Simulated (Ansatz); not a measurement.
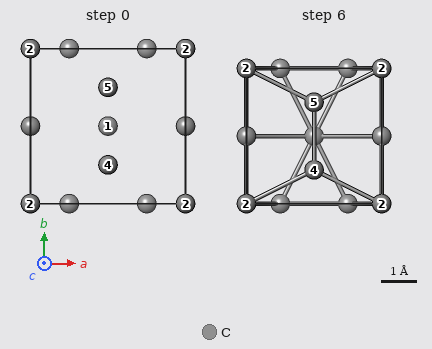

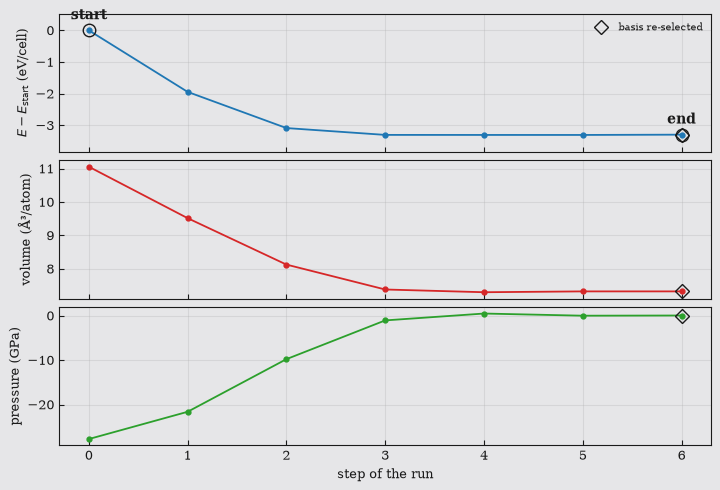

First and last geometry of a relaxation of solid C (built on the beta-tungsten (A15)_223 type) (coarse preliminary run), with the history of the run. A ball-and-stick model of the cell of the calculation, seen along the c axis.

Case: beta-tungsten (A15) type (Pm-3n, No. 223).

Computed with Ansatz 0.2.0, DFT r2SCAN, scalar-relativistic, plane waves, PAW.

Input file:
```yaml
crystal:
  lattice:
    - [4.4554321148, 0.0, 0.0]
    - [0.0, 4.4554321148, 0.0]
    - [0.0, 0.0, 4.4554321148]
  atoms:
    - { symbol: C, position: [0.5, 0.5, 0.5] }
    - { symbol: C, position: [0.0, 0.0, 0.0] }
    - { symbol: C, position: [0.25, 0.0, 0.5] }
    - { symbol: C, position: [0.5, 0.25, 0.0] }
    - { symbol: C, position: [0.5, 0.75, 0.0] }
    - { symbol: C, position: [0.75, 0.0, 0.5] }
    - { symbol: C, position: [0.0, 0.5, 0.75] }
    - { symbol: C, position: [0.0, 0.5, 0.25] }
basis:
  ecutwfc: 500
kpoints:
  mp_grid: { grid: [4, 4, 4] }
hamiltonian:
  xc: r2scan
scf:
  occupations: { method: gaussian, width: 0.1 }
  lower_state_search: "off"
output:
  forces: true
  stress: true
  eigenvalues: true
relax:
  adjacent_minimum: "off"
  f_tol: 0.04
  max_steps: 70
  cell: { stress_tol: 0.4 }
```

Q: Read the history and describe the run.

A: It converged. After 5 accepted moves (6 points after the start) the energy has fallen by 3.295 eV per cell of the calculation. All forces vanish by symmetry, so only the cell relaxes. The pressure goes from −27.77 to 0.04 GPa. The SCF was repeated once at an unchanged geometry on a basis and grid sized afresh for the cell, which shifted the energy by 9.2 meV per cell of the calculation at most. No atom moves by more than 0.005 Å relative to the cell. The volume changes by −33.7 %, with a = b = c 4.455 → 3.884 Å (−12.8 %). Some distances before and after: C1–C3 2.491 → 2.171 Å, C3–C6 2.228 → 1.942 Å. The space group stays Pm-3n (No. 223).
